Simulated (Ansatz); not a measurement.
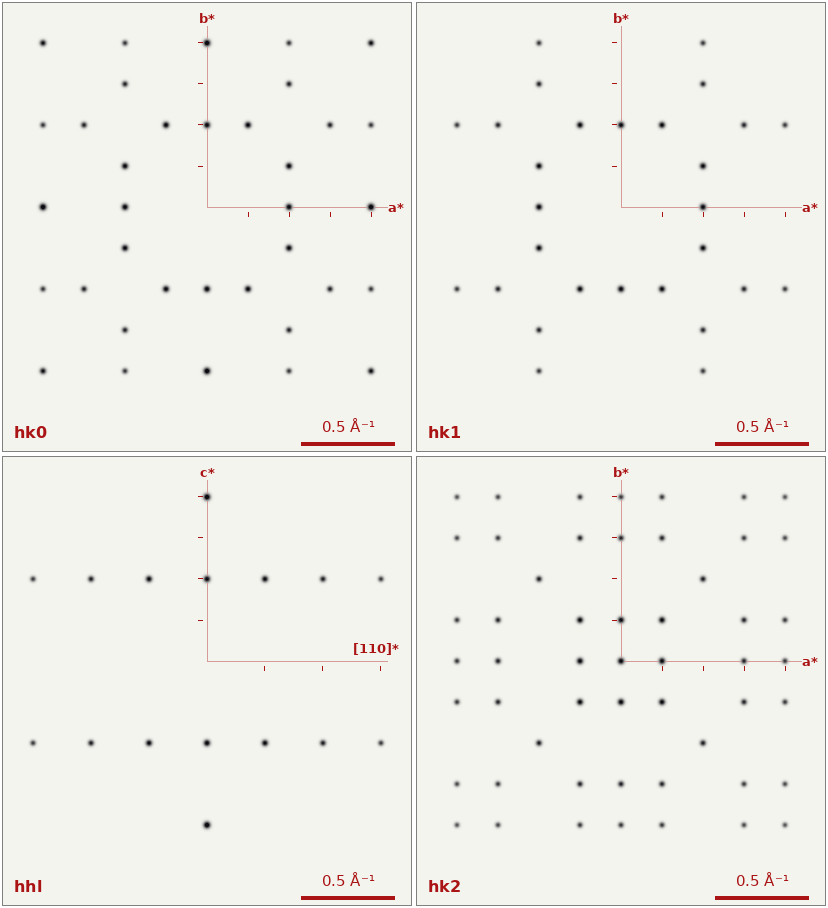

Four undistorted layers of reciprocal space, calculated for a single crystal (X-rays, kinematic |F|², B = 0.5 Å²). Tick marks count the reciprocal lattice steps of the conventional cell along each axis.

> Read the reciprocal cell and give the direct cell.

a* = 0.222, b* = 0.222, c* = 0.222 Å⁻¹; the cell is cubic with a = 4.51 Å.

> List the systematic absences.

Reflections are present only under these conditions. hkl: no condition; hk0: no condition; hhl: l = 2n; h00: h = 2n. The lattice is primitive (P). Further gaps, such as 0 4 1, 4 0 1, 1 4 0, come from atoms on special positions, not from the group's general conditions. A few very weak reflections are below the display threshold.

> Which space groups fit?

The intensities have Laue symmetry m-3m (the hk0 layer shows 4mm, hk1 shows 4mm). With these conditions the candidates are P-43n (No. 218), Pm-3n (No. 223). Diffraction geometry alone does not choose among them; the structure has Pm-3n. The compound is Cr. Structure: coordinates from a relaxation with DFT, r2SCAN, plane waves (500 eV) with PAW, scalar-relativistic in Ansatz 0.2.0; the starting structure was generated, so it need not be a known form of this composition.
